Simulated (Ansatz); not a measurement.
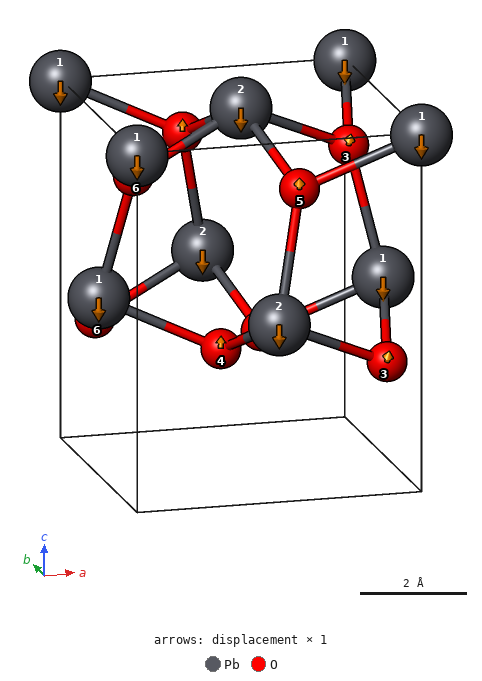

A relaxation of a crystal of PbO₂ (built on the random type). The starting structure is drawn; orange arrows show the displacements (the part carried along by the change of the cell is left out), at their true length.

Style: ball-and-stick. Shown: the conventional cell (2 times the calculation's cell), slightly off an axis. Lengths and directions refer to the drawn axes.

Case: random cell with space group Aea2 (No. 41).

Method: DFT PBE, scalar-relativistic, plane waves, PAW in Ansatz. (plane-wave cutoff 420 eV; k-point mesh 6 × 6 × 6; occupations gaussian; smearing width 0.02 eV; no spin polarisation; cell and atoms relaxed; force threshold 0.01 eV/Å; at most 80 steps)

Q: Which element moves most?

A: Lead: up to 0.50 Å, against 0.26 Å for oxygen.

Q: Describe the change and its energy.

A: The energy falls by 33.6 meV per atom in 19 accepted moves (26 points after the start). Largest force component: 0.0085 eV/Å at the start, 0.0003 eV/Å at the end. The pressure goes from −0.13 to 0.00 GPa. The line search rejected the trial steps at points 16, 17 of the run. At 5 points the geometry stayed and the basis and grid were re-selected for the new cell (energy shift of 6.0 meV per atom at most each time). The largest moves relative to the cell, 0.50 Å, are those of Pb1 and Pb2. Pb1 goes along −c. Largest moves by element: Pb 0.50 Å, O 0.26 Å. Cell: a 5.604 → 6.346 Å (+13.2 %), b 5.506 → 6.006 Å (+9.1 %), c 7.078 → 5.141 Å (−27.4 %). Volume −10.3 %. Near-neighbour distances that change, for instance: Pb1–O3 4.628 → 2.679 Å, Pb1–O4 2.539 → 2.634 Å, Pb1–O3 (another image) 2.521 → 2.591 Å, Pb1–O3 (another image) 2.619 → 2.679 Å. Bond angles that change, for instance: O3–Pb2–O6 132.2° → 180.0°, Pb1–O4–Pb2 101.8° → 113.5°, O3–Pb2–O4 81.1° → 92.5°. The space group (tolerance 0.01 Å) goes from Aea2 (No. 41) to Cmce (No. 64). Cost: 6.4 min on 1 thread of Intel(R) Xeon(R) Platinum 8375C CPU @ 2.90GHz (Ice Lake) (shared host), peak memory 0.46 GiB.
